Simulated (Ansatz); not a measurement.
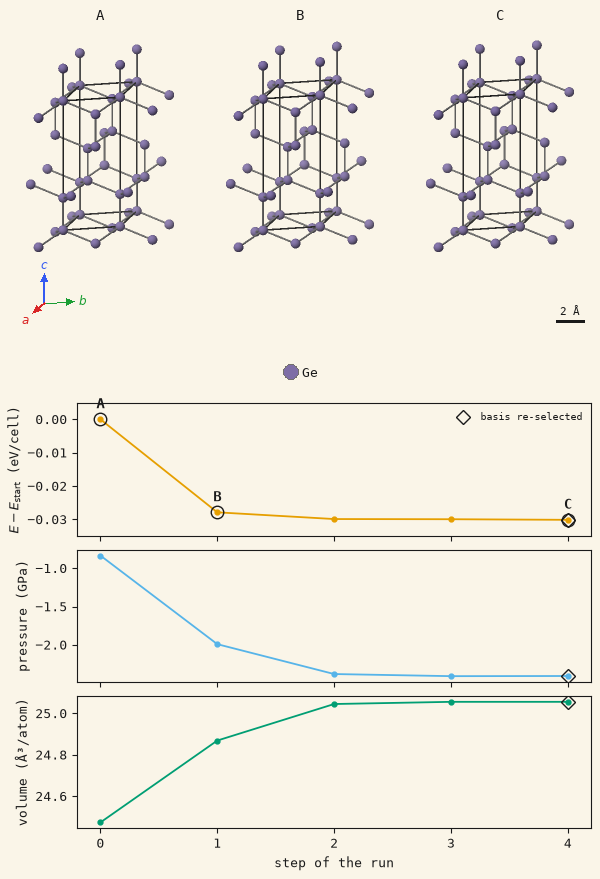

Frames of a relaxation of solid Ge (set up in R-3m), marked on the history of the run. A ball-and-stick model of the conventional cell (3 times the calculation's cell), seen slightly off an axis. Lengths and directions refer to the drawn axes.

Case: film's bulk on the substrate's plane, third vector and atoms relaxed.

These are results of DFT PBE, scalar-relativistic, plane waves, PAW (Ansatz), not measurements. Set-up: plane-wave cutoff 420 eV; k-point mesh 9 × 9 × 11; occupations gaussian; smearing width 0.1 eV; no spin polarisation; cell relaxed at fixed a, b, gamma; force threshold 0.01 eV/Å; at most 50 steps.

### What happens along the run?

The energy falls by 30.1 meV per cell of the calculation in 3 accepted moves (4 points after the start). Largest force component: 0.65 eV/Å at the start, 0.0024 eV/Å at the end. The pressure goes from −0.83 to −2.41 GPa. The SCF was repeated once at an unchanged geometry on a basis and grid sized afresh for the cell, which shifted the energy by 0.2 meV per cell of the calculation at most. The largest moves relative to the cell, 0.019 Å, are those of Ge atoms. The volume changes by +2.4 %, with a = b unchanged at 4.196 Å, c 9.631 → 9.860 Å (+2.4 %). Among the contacts that change: Ge–Ge 2.408 → 2.504 Å, Ge–Ge 2.552 → 2.546 Å. The space group stays R-3m (No. 166). From step 0 to 1: Ge atoms move most (0.02 Å), volume +1.6 %, energy −27.9 meV per cell of the calculation. From step 1 to 4: volume +0.8 %, energy −2.3 meV per cell of the calculation.

| step | E − E(0), meV/atom | largest force component, eV/Å | pressure, GPa | volume, Å³/atom | note |
| --- | --- | --- | --- | --- | --- |
| 0 | 0.00 | 0.6550 | -0.83 | 24.473 |  |
| 1 | -13.94 | 0.1393 | -1.99 | 24.869 |  |
| 2 | -14.95 | 0.0298 | -2.38 | 25.045 |  |
| 3 | -14.98 | 0.0024 | -2.41 | 25.056 |  |
| 4 | -15.07 | 0.0024 | -2.41 | 25.056 | same geometry, new basis |
